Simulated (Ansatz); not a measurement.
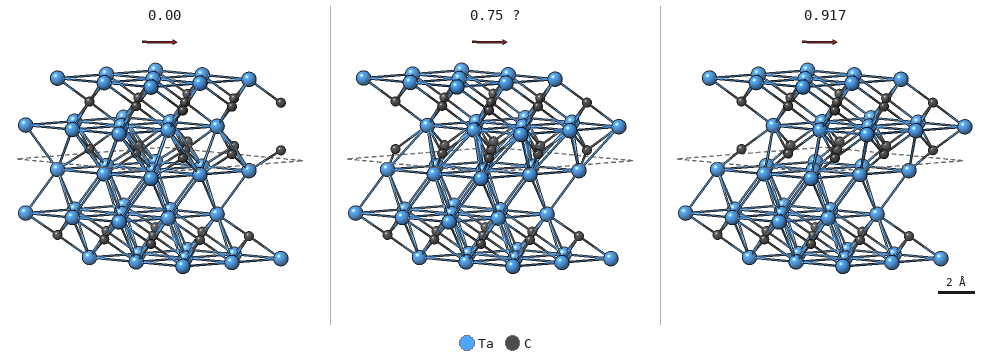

Solid Ta4C3 (R3m): the crystal above a cut along the (0 0 −1) plane of the conventional cell (between a plane of Ta below and one of C above, 1.17 Å apart) is slid rigidly by fractions of an in-plane lattice vector 5.38 Å long (a generalised stacking fault). One cut stands in each cell, which starts 10.2 Å high; nothing is relaxed, and the dashed outline marks the cut, the arrow on top the direction of slip. Style: ball-and-stick. Shown: the layers on both sides of the cut, from the side, nearly along the cut plane.

Theory: Ansatz 0.2.0, DFT PBEsol, scalar-relativistic, plane waves, PAW. Settings: plane-wave cutoff 420 eV; k-point mesh 14 × 14 × 4; occupations gaussian; smearing width 0.15 eV; no spin polarisation. Energies (free energies at the smearing named) are counted from the relaxed crystal.

```csv
slip (fraction of the lattice vector),γ (mJ/m²)
0.0000,0
0.0833,1415
0.1667,3736
0.2500,4145
0.3333,3745
0.4167,5555
0.5000,15769
0.5833,36566
0.7500,?
0.8333,14511
0.9167,2570
```

Fill in the missing row.

A straight line between the two neighbours gives 21860 mJ/m². A cubic through the four nearest rows (0.5000, 0.5833, 0.8333, 0.9167) gives, with Lagrange weights, (−0.2001)(15769) + (0.5000)(36566) + (0.9997)(14511) + (−0.2996)(2570) = 28864 mJ/m². The calculation gives 36372 mJ/m², so the cubic is 7508 mJ/m² too low and the straight line 14512 mJ/m² too low, as the curve bends downwards here. The cubic misses by much of the step between rows, so the curve changes faster here than four points can follow.

The whole profile:

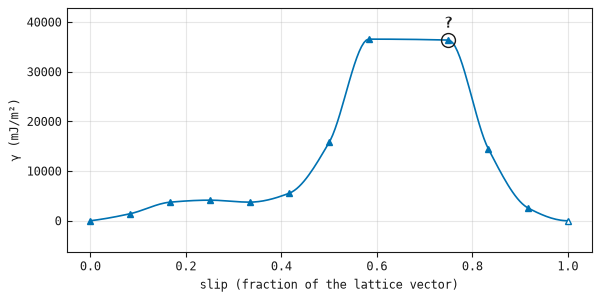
